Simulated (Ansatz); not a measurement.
# CuH3: from a guess to a relaxed structure, part 2 of 3

The task: take a trial cell of CuH3 to zero force and stress.

Ansatz 0.2.0; DFT PBE, scalar-relativistic, plane waves, PAW. Earlier steps stand in the parts before.

## Step 3: Rough relaxation on the coarse mesh

input.yaml reads:

```yaml
crystal:
  lattice:
    - [3.32375881, 0.0, 0.0]
    - [0.0, 3.32375881, 0.0]
    - [0.0, 0.0, 3.32375881]
  atoms:
    - { symbol: Cu, position: [0.0, 0.0, 0.0] }
    - { symbol: H, position: [0.5, 0.5, 0.0] }
    - { symbol: H, position: [0.5, 0.0, 0.5] }
    - { symbol: H, position: [0.0, 0.5, 0.5] }
basis:
  ecutwfc: 420
kpoints:
  mp_grid: { grid: [6, 6, 6] }
hamiltonian:
  xc: pbe
scf:
  occupations: { method: gaussian, width: 0.1 }
  lower_state_search: "off"
output:
  forces: true
  stress: true
  eigenvalues: true
relax:
  adjacent_minimum: "off"
  f_tol: 0.04
  max_steps: 70
  cell: { stress_tol: 0.4 }
```

Run with:

```sh
> ansatz run input.yaml --threads 1 --pin off --max-ram 2048MiB --backend cpu --events-out ev --progress --plain --runs-dir out
```

The program printed:

```text
Warning: RAYON_NUM_THREADS=1 ignored (pool sized by the plan → 1); use --threads N
Engine: ansatz 0.2.0, aarch64-unknown-linux-gnu
Pseudopotentials: kind: paw
Pseudopotential: Cu, paw, valence charge 19, recommended cutoff 420 eV (normal), Cu.paw.azcp
Pseudopotential: H, paw, valence charge 1, recommended cutoff 420 eV (normal), H.paw.azcp
Functional definition: PBE
  parameter kappa = 0.804
  parameter beta = 0.06672455060314922
  exchange = pbe_x(kappa = kappa, mu = beta*pi^2/3)
  correlation = pbe_c(beta = beta)
Crystal: 4 atoms, lattice volume = 36.719 Å³
Basis set: ecut = 420 eV, 739 PW (Γ), exchange–correlation on 48×48×48 points (8 copies of the dense FFT grid, shifted against one another)
Bands: 15, of which v1, the nominal top of the filled ones, is band 11 counted from 1 (10 counted from 0)
Symmetry: 48 space group operations
Space group: Pm-3m (ITA 221), of the structure as read, at distance tolerance 3.3e-5 Å
k-points: 20 of 216
Non-local potential: Cu, projectors of the file, l = 0: 3, l = 1: 2, l = 2: 3, l = 3: 1
Non-local potential: H, projectors of the file, l = 0: 2, l = 1: 1
PAW form: soft (Blöchl's): semilocal exchange-correlation on the pseudo side does not see the compensation charge
PAW one-centre angular grid: Cu, 590 points (default); XC on 64 Gauss nodes
PAW one-centre angular grid: H, 110 points (default); XC on 64 Gauss nodes
Initial density: superposition of atomic densities (neutral atoms: chi_scale 0, normalization atom), corrected by the library's trained network
Initial wavefunctions: pseudopotential atomic-orbital guess
Functional: x = pbe(κ = 0.804, μ = 0.2195149727645171), c = pbe(β = 0.06672455060314922)
SCF iter   1: F=—  HF=-6668.317840 eV  |F-HF|=—  |Δ(HF+E_count)|=         —  Δρ=4.67e-3  dr2=5.30e-3  ethr=1.77e-3  ⟨swp⟩=3.9  Hψ=1327  notcnv=0
preconditioner: auto → none  [metal: Δε(μ)=0.049 eV  Ē_g=7.873 eV  σ=0.100 eV  W_gap=0.27  n_scr=6 (ndim 8)  ℏωp=22.9 eV  f_vac=0.000  D(μ)=1.80/eV (n_scr^D=18)  sad-step TF]
SCF iter   2: F=—  HF=-6668.318269 eV  |F-HF|=—  |Δ(HF+E_count)|=   4.29e-4  Δρ=1.87e-3  dr2=1.03e-3  ethr=2.41e-5  ⟨swp⟩=1.6  Hψ=526  notcnv=0
SCF iter   3: F=—  HF=-6668.318595 eV  |F-HF|=—  |Δ(HF+E_count)|=   3.26e-4  Δρ=5.96e-4  dr2=8.32e-5  ethr=4.70e-6  ⟨swp⟩=1.4  Hψ=345  notcnv=0
SCF iter   4: F=—  HF=-6668.318608 eV  |F-HF|=—  |Δ(HF+E_count)|=   1.25e-5  Δρ=1.38e-4  dr2=4.41e-6  ethr=3.78e-7  ⟨swp⟩=2.0  Hψ=433  notcnv=0
iter 5 did not close the SCF: its close was put off for the readings that it lacked (scf_convergence_deferred on its scf_iter line)
SCF iter   5: F=-6668.318610 eV  HF=-6668.318610 eV  |F-HF|=3.07e-8  |Δ(HF+E_count)|=   2.61e-6  Δρ=1.26e-5  dr2=8.29e-8  ethr=2.00e-8  ⟨swp⟩=1.9  Hψ=387  notcnv=0
SCF iter   6: F=-6668.318610 eV  HF=-6668.318610 eV  |F-HF|=1.50e-9  |Δ(HF+E_count)|=   7.19e-9  Δρ=2.55e-6  dr2=2.22e-9  ethr=3.77e-10  ⟨swp⟩=2.5  Hψ=991  notcnv=0
SCF 1 converged in 6 iterations: F = -6668.318610 eV  dr2 = 2.22e-9
relax step   1: F+E_penalty+E_count = -6668.31861031 eV  Δ(F+E_penalty+E_count) = +0.000e0 eV  max|allowed force component| = 4.781e-31 eV/Å  Δτ_max = 0.0000 Å  P = -23.036 GPa  Ω = 36.719 Å³  (6 SCF iters, dr2 threshold 1.00e-7 eV, accepted)
Crystal: 4 atoms, lattice volume = 31.606 Å³
Basis set: ecut = 420 eV, 619 PW (Γ), exchange–correlation on 48×48×48 points (8 copies of the dense FFT grid, shifted against one another)
Initial density: handed on by an earlier stage of this run
Initial wavefunctions: those handed on with the density
iter 1 solved again at ethr=2.32e-3 eV; its pass at ethr=3.10e-3 eV (dr2=5.11e-1 eV) is discarded
SCF iter   1: F=—  HF=-6669.136042 eV  |F-HF|=—  |Δ(HF+E_count)|=         —  Δρ=4.61e-2  dr2=5.11e-1  ethr=2.32e-3  ⟨swp⟩=1.0  Hψ=1827  notcnv=0
preconditioner: auto → none  [insulator: Δε(μ)=0.211 eV  Ē_g=8.377 eV  σ=0.100 eV  W_gap=0.70  n_scr=6 (ndim 8)  ℏωp=24.7 eV  f_vac=0.000  D(μ)=2.09/eV (n_scr^D=26)  ε∞_Penn≈9.7]
SCF iter   2: F=—  HF=-6669.069301 eV  |F-HF|=—  |Δ(HF+E_count)|=   6.67e-2  Δρ=1.03e-2  dr2=3.55e-2  ethr=2.32e-3  ⟨swp⟩=2.0  Hψ=380  notcnv=0
SCF iter   3: F=—  HF=-6669.062942 eV  |F-HF|=—  |Δ(HF+E_count)|=   6.36e-3  Δρ=4.13e-3  dr2=4.40e-3  ethr=1.61e-4  ⟨swp⟩=1.2  Hψ=465  notcnv=0
SCF iter   4: F=—  HF=-6669.062441 eV  |F-HF|=—  |Δ(HF+E_count)|=   5.01e-4  Δρ=5.16e-4  dr2=4.13e-5  ethr=2.00e-5  ⟨swp⟩=1.1  Hψ=306  notcnv=0  defer=1
SCF iter   5: F=—  HF=-6669.062476 eV  |F-HF|=—  |Δ(HF+E_count)|=   3.45e-5  Δρ=1.52e-4  dr2=5.26e-6  ethr=1.88e-7  ⟨swp⟩=2.1  Hψ=433  notcnv=0  defer=1
SCF iter   6: F=-6669.062475 eV  HF=-6669.062475 eV  |F-HF|=1.70e-7  |Δ(HF+E_count)|=   7.70e-7  Δρ=2.61e-5  dr2=1.69e-7  ethr=1.82e-9  ⟨swp⟩=3.0  Hψ=1034  notcnv=0
SCF 2 converged in 6 iterations: F = -6669.062475 eV  dr2 = 1.69e-7
relax step   2: F+E_penalty+E_count = -6669.06247461 eV  Δ(F+E_penalty+E_count) = -7.439e-1 eV  max|allowed force component| = 2.219e-31 eV/Å  Δτ_max = 0.0000 Å  P = -22.857 GPa  Ω = 31.606 Å³  energy of the carried Pulay correction = +4.951e-3 eV  (6 SCF iters, dr2 threshold 4.00e-7 eV, accepted)
Crystal: 4 atoms, lattice volume = 26.992 Å³
Basis set: ecut = 420 eV, 515 PW (Γ), exchange–correlation on 48×48×48 points (8 copies of the dense FFT grid, shifted against one another)
iter 1 solved again at ethr=2.60e-3 eV; its pass at ethr=3.10e-3 eV (dr2=5.73e-1 eV) is discarded
SCF iter   1: F=—  HF=-6669.773288 eV  |F-HF|=—  |Δ(HF+E_count)|=         —  Δρ=5.33e-2  dr2=5.73e-1  ethr=2.60e-3  ⟨swp⟩=1.0  Hψ=1840  notcnv=0
preconditioner: auto → none  [insulator: Δε(μ)=0.189 eV  Ē_g=9.375 eV  σ=0.100 eV  W_gap=0.60  n_scr=6 (ndim 8)  ℏωp=26.7 eV  f_vac=0.000  D(μ)=1.98/eV (n_scr^D=26)  ε∞_Penn≈9.1]
SCF iter   2: F=—  HF=-6669.692198 eV  |F-HF|=—  |Δ(HF+E_count)|=   8.11e-2  Δρ=1.08e-2  dr2=3.32e-2  ethr=2.60e-3  ⟨swp⟩=2.3  Hψ=413  notcnv=0
SCF iter   3: F=—  HF=-6669.684358 eV  |F-HF|=—  |Δ(HF+E_count)|=   7.84e-3  Δρ=5.45e-3  dr2=6.32e-3  ethr=1.51e-4  ⟨swp⟩=1.8  Hψ=487  notcnv=0
SCF iter   4: F=—  HF=-6669.683500 eV  |F-HF|=—  |Δ(HF+E_count)|=   8.58e-4  Δρ=6.57e-4  dr2=5.57e-5  ethr=2.87e-5  ⟨swp⟩=1.3  Hψ=325  notcnv=0
SCF iter   5: F=—  HF=-6669.683531 eV  |F-HF|=—  |Δ(HF+E_count)|=   3.09e-5  Δρ=1.00e-4  dr2=2.74e-6  ethr=2.53e-7  ⟨swp⟩=2.1  Hψ=418  notcnv=0
SCF iter   6: F=-6669.683530 eV  HF=-6669.683530 eV  |F-HF|=1.77e-8  |Δ(HF+E_count)|=   4.76e-7  Δρ=1.02e-5  dr2=2.63e-8  ethr=1.82e-9  ⟨swp⟩=5.0  Hψ=1278  notcnv=0
SCF 3 converged in 6 iterations: F = -6669.683530 eV  dr2 = 2.63e-8
relax step   3: F+E_penalty+E_count = -6669.68353022 eV  Δ(F+E_penalty+E_count) = -6.211e-1 eV  max|allowed force component| = 1.150e-31 eV/Å  Δτ_max = 0.0000 Å  P = -18.999 GPa  Ω = 26.992 Å³  energy of the carried Pulay correction = +1.011e-2 eV  (6 SCF iters, dr2 threshold 4.00e-7 eV, accepted)
Crystal: 4 atoms, lattice volume = 22.749 Å³
Basis set: ecut = 420 eV, 461 PW (Γ), exchange–correlation on 48×48×48 points (8 copies of the dense FFT grid, shifted against one another)
iter 1 solved again at ethr=2.98e-3 eV; its pass at ethr=3.10e-3 eV (dr2=6.56e-1 eV) is discarded
SCF iter   1: F=—  HF=-6670.177557 eV  |F-HF|=—  |Δ(HF+E_count)|=         —  Δρ=6.26e-2  dr2=6.58e-1  ethr=2.98e-3  ⟨swp⟩=1.0  Hψ=1847  notcnv=0
preconditioner: auto → none  [insulator: Δε(μ)=0.102 eV  Ē_g=10.652 eV  σ=0.100 eV  W_gap=0.51  n_scr=6 (ndim 8)  ℏωp=29.1 eV  f_vac=0.000  D(μ)=1.53/eV (n_scr^D=18)  ε∞_Penn≈8.5]
SCF iter   2: F=—  HF=-6670.074895 eV  |F-HF|=—  |Δ(HF+E_count)|=   1.03e-1  Δρ=1.24e-2  dr2=3.51e-2  ethr=2.98e-3  ⟨swp⟩=2.5  Hψ=438  notcnv=0
SCF iter   3: F=—  HF=-6670.065455 eV  |F-HF|=—  |Δ(HF+E_count)|=   9.44e-3  Δρ=6.07e-3  dr2=6.69e-3  ethr=1.59e-4  ⟨swp⟩=2.9  Hψ=600  notcnv=0
SCF iter   4: F=—  HF=-6670.064420 eV  |F-HF|=—  |Δ(HF+E_count)|=   1.03e-3  Δρ=8.16e-4  dr2=7.71e-5  ethr=3.04e-5  ⟨swp⟩=1.3  Hψ=326  notcnv=0  defer=2
SCF iter   5: F=—  HF=-6670.064460 eV  |F-HF|=—  |Δ(HF+E_count)|=   3.99e-5  Δρ=1.23e-4  dr2=2.49e-6  ethr=3.51e-7  ⟨swp⟩=2.1  Hψ=417  notcnv=0  defer=2
SCF iter   6: F=-6670.064460 eV  HF=-6670.064460 eV  |F-HF|=1.04e-8  |Δ(HF+E_count)|=   4.21e-7  Δρ=1.09e-5  dr2=1.58e-8  ethr=1.82e-9  ⟨swp⟩=5.0  Hψ=1283  notcnv=0
SCF 4 converged in 6 iterations: F = -6670.064460 eV  dr2 = 1.58e-8
relax step   4: F+E_penalty+E_count = -6670.06446000 eV  Δ(F+E_penalty+E_count) = -3.809e-1 eV  max|allowed force component| = 2.393e-31 eV/Å  Δτ_max = 0.0000 Å  P = -7.366 GPa  Ω = 22.749 Å³  energy of the carried Pulay correction = +1.555e-2 eV  (6 SCF iters, dr2 threshold 4.00e-7 eV, accepted)
Crystal: 4 atoms, lattice volume = 21.274 Å³
Basis set: ecut = 420 eV, 437 PW (Γ), exchange–correlation on 48×48×48 points (8 copies of the dense FFT grid, shifted against one another)
iter 1 solved again at ethr=4.91e-4 eV; its pass at ethr=3.10e-3 eV (dr2=1.08e-1 eV) is discarded
SCF iter   1: F=—  HF=-6670.120539 eV  |F-HF|=—  |Δ(HF+E_count)|=         —  Δρ=2.62e-2  dr2=1.08e-1  ethr=4.91e-4  ⟨swp⟩=1.0  Hψ=1771  notcnv=0
preconditioner: auto → none  [metal: Δε(μ)=0.074 eV  Ē_g=11.412 eV  σ=0.100 eV  W_gap=0.38  n_scr=6 (ndim 8)  ℏωp=30.1 eV  f_vac=0.000  D(μ)=1.68/eV (n_scr^D=18)]
SCF iter   2: F=—  HF=-6670.102201 eV  |F-HF|=—  |Δ(HF+E_count)|=   1.83e-2  Δρ=4.53e-3  dr2=4.32e-3  ethr=4.91e-4  ⟨swp⟩=2.5  Hψ=445  notcnv=0
SCF iter   3: F=—  HF=-6670.100696 eV  |F-HF|=—  |Δ(HF+E_count)|=   1.51e-3  Δρ=2.48e-3  dr2=1.06e-3  ethr=1.96e-5  ⟨swp⟩=2.2  Hψ=522  notcnv=0
SCF iter   4: F=—  HF=-6670.100539 eV  |F-HF|=—  |Δ(HF+E_count)|=   1.57e-4  Δρ=3.75e-4  dr2=1.33e-5  ethr=4.83e-6  ⟨swp⟩=1.4  Hψ=341  notcnv=0
SCF iter   5: F=—  HF=-6670.100556 eV  |F-HF|=—  |Δ(HF+E_count)|=   1.67e-5  Δρ=3.17e-5  dr2=1.17e-7  ethr=6.06e-8  ⟨swp⟩=2.3  Hψ=431  notcnv=0
SCF iter   6: F=-6670.100556 eV  HF=-6670.100556 eV  |F-HF|=1.40e-10  |Δ(HF+E_count)|=   1.97e-8  Δρ=1.86e-6  dr2=1.56e-10  ethr=5.30e-10  ⟨swp⟩=2.0  Hψ=972  notcnv=0
SCF 5 converged in 6 iterations: F = -6670.100556 eV  dr2 = 1.56e-10
relax step   5: F+E_penalty+E_count = -6670.10055570 eV  Δ(F+E_penalty+E_count) = -3.610e-2 eV  max|allowed force component| = 8.936e-32 eV/Å  Δτ_max = 0.0000 Å  P = +0.440 GPa  Ω = 21.274 Å³  energy of the carried Pulay correction = +1.763e-2 eV  (6 SCF iters, dr2 threshold 4.00e-7 eV, accepted)
Crystal: 4 atoms, lattice volume = 21.344 Å³
iter 1 solved again at ethr=1.23e-6 eV; its pass at ethr=3.10e-3 eV (dr2=2.70e-4 eV) is discarded
SCF iter   1: F=—  HF=-6670.100604 eV  |F-HF|=—  |Δ(HF+E_count)|=         —  Δρ=1.31e-3  dr2=2.72e-4  ethr=1.23e-6  ⟨swp⟩=1.0  Hψ=1480  notcnv=0
preconditioner: auto → none  [insulator: Δε(μ)=0.336 eV  Ē_g=11.513 eV  σ=0.100 eV  W_gap=0.59  n_scr=6 (ndim 8)  ℏωp=30.1 eV  f_vac=0.000  D(μ)=1.92/eV (n_scr^D=26)  ε∞_Penn≈7.8]
SCF iter   2: F=—  HF=-6670.100555 eV  |F-HF|=—  |Δ(HF+E_count)|=   4.83e-5  Δρ=2.10e-4  dr2=9.01e-6  ethr=1.23e-6  ⟨swp⟩=1.9  Hψ=361  notcnv=0
SCF iter   3: F=—  HF=-6670.100552 eV  |F-HF|=—  |Δ(HF+E_count)|=   3.68e-6  Δρ=1.23e-4  dr2=2.67e-6  ethr=4.10e-8  ⟨swp⟩=2.0  Hψ=424  notcnv=0
iter 4 did not close the SCF: its close was put off for the readings that it lacked (scf_convergence_deferred on its scf_iter line)
SCF iter   4: F=-6670.100551 eV  HF=-6670.100551 eV  |F-HF|=1.70e-8  |Δ(HF+E_count)|=   4.02e-7  Δρ=1.97e-5  dr2=3.51e-8  ethr=1.21e-8  ⟨swp⟩=1.6  Hψ=351  notcnv=0
iter 5 did not close the SCF: its close was put off for the readings that it lacked (scf_convergence_deferred on its scf_iter line)
SCF iter   5: F=-6670.100551 eV  HF=-6670.100551 eV  |F-HF|=3.27e-11  |Δ(HF+E_count)|=   2.68e-8  Δρ=5.87e-7  dr2=7.20e-11  ethr=1.60e-10  ⟨swp⟩=2.5  Hψ=429  notcnv=0
SCF iter   6: F=-6670.100551 eV  HF=-6670.100551 eV  |F-HF|=1.82e-12  |Δ(HF+E_count)|=  3.64e-12  Δρ=1.01e-7  dr2=6.50e-13  ethr=1.00e-12  ⟨swp⟩=1.0  Hψ=688  notcnv=0
SCF 6 converged in 6 iterations: F = -6670.100551 eV  dr2 = 6.50e-13
relax step   6: F+E_penalty+E_count = -6670.10055144 eV  Δ(F+E_penalty+E_count) = +4.263e-6 eV  max|allowed force component| = 1.269e-31 eV/Å  Δτ_max = 0.0000 Å  P = +0.004 GPa  Ω = 21.344 Å³  energy of the carried Pulay correction = +1.753e-2 eV  (6 SCF iters, dr2 threshold 4.00e-7 eV, accepted)
Basis set: ecut = 420 eV, 437 PW (Γ), exchange–correlation on 40×40×40 points (8 copies of the dense FFT grid, shifted against one another)
Initial wavefunctions: pseudopotential atomic-orbital guess (no wavefunctions were taken with the density)
iter 1 solved again at ethr=1.80e-7 eV; its pass at ethr=3.10e-3 eV (dr2=3.96e-5 eV) is discarded
SCF iter   1: F=—  HF=-6670.089622 eV  |F-HF|=—  |Δ(HF+E_count)|=         —  Δρ=1.06e-3  dr2=3.86e-5  ethr=1.80e-7  ⟨swp⟩=3.0  Hψ=2082  notcnv=0
preconditioner: auto → none  [insulator: Δε(μ)=0.331 eV  Ē_g=11.507 eV  σ=0.100 eV  W_gap=0.58  n_scr=6 (ndim 8)  ℏωp=30.1 eV  f_vac=0.000  D(μ)=1.91/eV (n_scr^D=26)  ε∞_Penn≈7.8]
SCF iter   2: F=—  HF=-6670.089711 eV  |F-HF|=—  |Δ(HF+E_count)|=   8.89e-5  Δρ=7.42e-4  dr2=3.78e-5  ethr=1.75e-7  ⟨swp⟩=2.0  Hψ=502  notcnv=0
SCF iter   3: F=—  HF=-6670.089762 eV  |F-HF|=—  |Δ(HF+E_count)|=   5.09e-5  Δρ=2.78e-4  dr2=8.58e-6  ethr=1.72e-7  ⟨swp⟩=2.4  Hψ=477  notcnv=0
SCF iter   4: F=—  HF=-6670.089751 eV  |F-HF|=—  |Δ(HF+E_count)|=   1.14e-5  Δρ=3.21e-5  dr2=5.65e-8  ethr=3.90e-8  ⟨swp⟩=2.1  Hψ=423  notcnv=0
SCF iter   5: F=—  HF=-6670.089750 eV  |F-HF|=—  |Δ(HF+E_count)|=   2.30e-7  Δρ=2.56e-6  dr2=5.31e-10  ethr=2.57e-10  ⟨swp⟩=2.2  Hψ=465  notcnv=0
SCF iter   6: F=-6670.089750 eV  HF=-6670.089750 eV  |F-HF|=1.64e-11  |Δ(HF+E_count)|=  4.10e-10  Δρ=3.89e-7  dr2=1.58e-11  ethr=2.41e-12  ⟨swp⟩=2.0  Hψ=958  notcnv=0
SCF 7 converged in 6 iterations: F = -6670.089750 eV  dr2 = 1.58e-11
relax step   7: F+E_penalty+E_count = -6670.08975034 eV  Δ(F+E_penalty+E_count) = +1.080e-2 eV  max|allowed force component| = 1.541e-31 eV/Å  Δτ_max = 0.0000 Å  P = -0.133 GPa  Ω = 21.344 Å³  stress off target by 1.33e-1 GPa  SCF on the basis re-selected at this cell (its energy is not comparable with the rows above)  (6 SCF iters)
basis re-selected at this cell: Δ(F+E_penalty+E_count) = +1.080e-2 eV, ΔP = -0.136 GPa vs the last step (what re-selecting the basis moved, of the pressure what is left beyond the Pulay correction that the steps carried, after the strain that the cell walked since its last selection, with what the two solves' SCF thresholds leave and, on support functions, any second-order correction that the steps lacked; it is no measure of the basis error at this ecutwfc). The dense FFT grid was sized anew with the basis: this SCF ran on 20×20×20 points, the steps before it on 24×24×24, so part of this shift can come from that change (see relax.cell in the input reference). This SCF's stress stands 1.33e-1 GPa from its target on what of the cell is left free (relax.cell.stress_tol is 4.00e-1 GPa) and its largest allowed force component is 1.54e-31 eV/Å (relax.f_tol is 4.00e-2 eV/Å): within both
SCF converged after 6 iterations
Free energy (F): -6670.089750 eV
Harris-Foulkes:  -6670.089750 eV  (|F-HF|=1.64e-11)
Internal energy: -6670.080209 eV  (E = F + TS)
E sigma→0 (E₀):  -6670.084980 eV
Entropy (-TS):   -0.009541 eV (-2.385 meV/atom)
Fermi energy:    11.865743 eV
--- Per-component energies (eV) ---
  E_band       = -472.878234
  E_kinetic    = 336.513660
  E_local      = -4916.640278  (includes V_loc(G=0)·N_el)
  E_nonlocal   = 393.677068
  E_hartree    = 2157.465980
  E_xc         = -115.701860
  E_vxc        = -149.589862  (∫ρ·V_xc dr)
  E_paw        = -1663.331729  (= ΣΔE_a)
  E_vpaw       = -451.769503  (= ΣTr[D̂ρ^β])
  E_aug_tail   = -0.001595  (compensation charges beyond the density's cutoff)
  E_ewald      = -2862.061455
  E_smearing   = -0.009541  (= −TS)
  E_closure    = -0.000000  (closes the sum)
  Σ components = -6670.089750   (vs F -6670.089750, Δ=0.00e0)
--- Forces (eV/Å), atoms counted from 1 ---
  atom   1  Cu     0.00000000     0.00000000     0.00000000
  atom   2  H     -0.00000000     0.00000000     0.00000000
  atom   3  H      0.00000000    -0.00000000    -0.00000000
  atom   4  H      0.00000000    -0.00000000     0.00000000
  max |Σ_I F_I| component: 1.07e-31 eV/Å
--- Stress (GPa, compression-positive) ---
       -0.132761       0.000000      -0.000000
        0.000000      -0.132761       0.000000
       -0.000000       0.000000      -0.132761
  P = ⅓ Tr σ = -0.1328 GPa (-1.328 kbar)
--- Band table (eV; the first three rows and the last of 20) ---
  k-point 0: bands = ["-102.5268", "-59.8861", "-59.8861", "-59.8861", "-2.0302", "5.8761", "5.8761", "7.8561", "7.8561", "7.8561", "14.7181", "14.7181", "19.6016", "19.6016", "19.6016"]
  k-point 1: bands = ["-102.5264", "-59.8915", "-59.8857", "-59.8857", "-1.5010", "5.8014", "6.0488", "7.7200", "7.7200", "7.8663", "12.2321", "14.5579", "19.9640", "20.3032", "20.3032"]
  k-point 2: bands = ["-102.5257", "-59.9024", "-59.8849", "-59.8849", "0.0387", "4.8733", "6.4264", "7.4652", "7.4652", "7.8868", "9.4366", "14.1887", "20.9905", "22.2336", "22.2336"]
  k-point 19: bands = ["-102.5227", "-59.9038", "-59.9038", "-59.9038", "4.9042", "4.9042", "4.9042", "8.2388", "8.2388", "12.4421", "12.4421", "12.4421", "14.4706", "14.4706", "14.4706"]
--- Relaxed structure (6 steps of the walk, 6 accepted, 1 SCFs on fresh bases) ---
  F+E_penalty+E_count = -6670.08975034 eV   max|allowed force component| = 1.541e-31 eV/Å   (the final SCF, on the basis selected at the relaxed cell)
  cell:  # Å, volume = 21.3440 Å³
    - [2.7739070245003936, 7.864213939581212e-34, 7.783966858565079e-34]
    - [-2.407412430484044e-34, 2.773907024500394, 0.0]
    - [7.783966858565079e-34, 0.0, 2.773907024500394]
  atoms:
    - { symbol: Cu, position: [8.450215542459662e-36, -4.941867125276282e-36, 1.3580703550379582e-36] }
    - { symbol: H, position: [0.5, 0.5, -4.52690118345992e-37] }
    - { symbol: H, position: [0.5, 2.452071474373122e-36, 0.5] }
    - { symbol: H, position: [-4.526901183460027e-36, 0.5, 0.5] }
```

Run time: 6.7 s. Hardware: 1 thread of Arm Neoverse V1, shared host; peak memory 0.28 GiB.

Step by step:

```csv
step,E - E(step 1) (eV/cell),largest force component (eV/Å),pressure (GPa),volume (Å³)
1,0.0000,0.0000,-23.04,36.72
2,-0.7439,0.0000,-22.86,31.61
3,-1.3649,0.0000,-19.00,26.99
4,-1.7458,0.0000,-7.37,22.75
5,-1.7819,0.0000,0.44,21.27
6,-1.7819,0.0000,0.00,21.34
7,-1.7711,0.0000,-0.13,21.34
```

Step 1 is the start. Step 7 repeats the geometry before it on a plane-wave basis chosen anew for that cell, so its energy need not be comparable with the rows above.

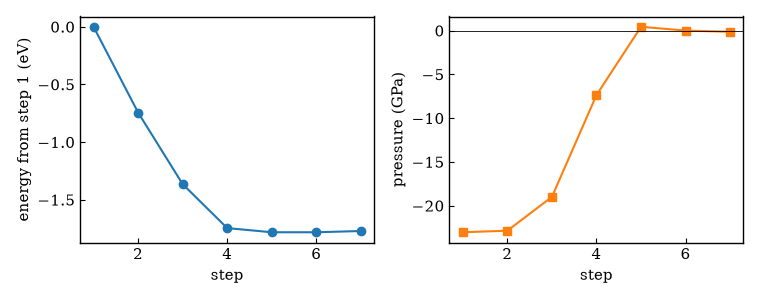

Energy and pressure along the relaxation.

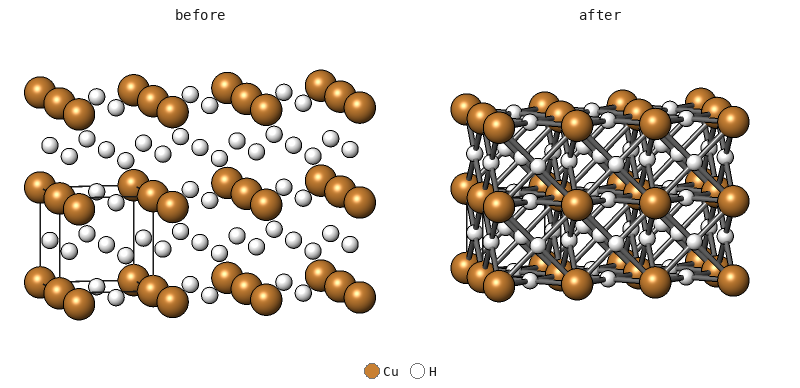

Before and after, at one scale.

|  | before | after | change |
| --- | --- | --- | --- |
| a (Å) | 3.324 | 2.774 | -16.5 % |
| b (Å) | 3.324 | 2.774 | -16.5 % |
| c (Å) | 3.324 | 2.774 | -16.5 % |
| volume (Å³/atom) | 9.18 | 5.34 | -41.9 % |
| shortest distance (Å) | 2.350 | 1.961 | -16.5 % |
| space group (0.01 Å) | Pm-3m | Pm-3m | same |

The run keeps the 48 symmetry operations of the start, so it could not have lowered the symmetry.

(Part 2 of 3 ends here.)
